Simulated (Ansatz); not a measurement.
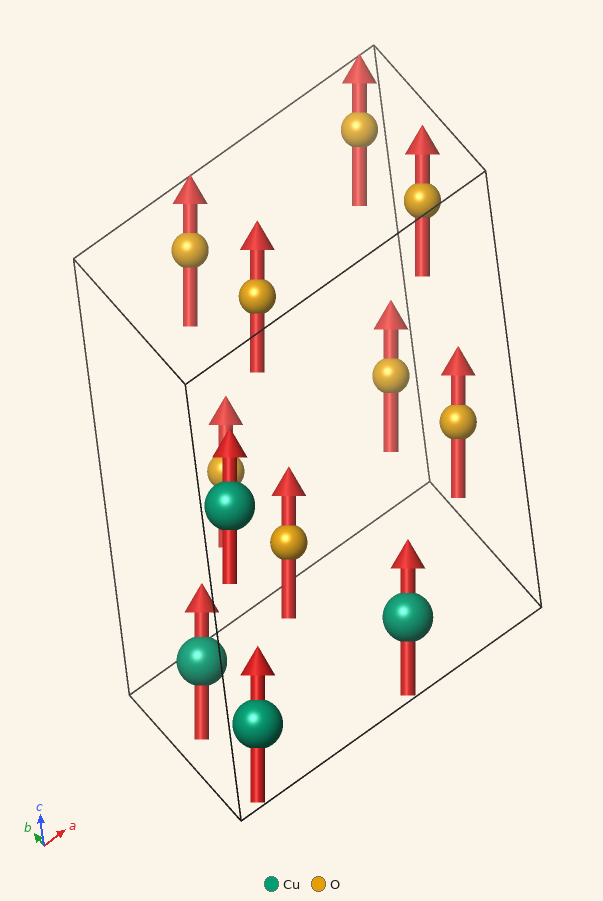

Structure drawing (spheres-only), viewed slightly off an axis. The edges of the simulation cell are marked. Arrows are the site magnetic moments above 0.25 μB; longer means larger, and red and blue are up and down (without spin-orbit coupling the axis itself is arbitrary).

This is the state reached for CuO2. Run with Ansatz, DFT PBE, scalar-relativistic, plane waves, PAW and these settings: 420 eV cutoff, k-grid 8×8×8, Gaussian smearing of 0.1 eV, collinear spins.

Q: Name the magnetic order and give the moments.

A: Ferromagnetic (within this cell). Site moments: 4 Cu +0.4 μB and 8 O +0.3 μB. The net spin moment of the whole cell is 4.0 μB, including what lies between the atoms and on sites without an arrow.

It goes back to a structure listed in the Materials Project. This is the structure after a relaxation with Ansatz 0.2.0, DFT PBE, scalar-relativistic, plane waves, PAW.
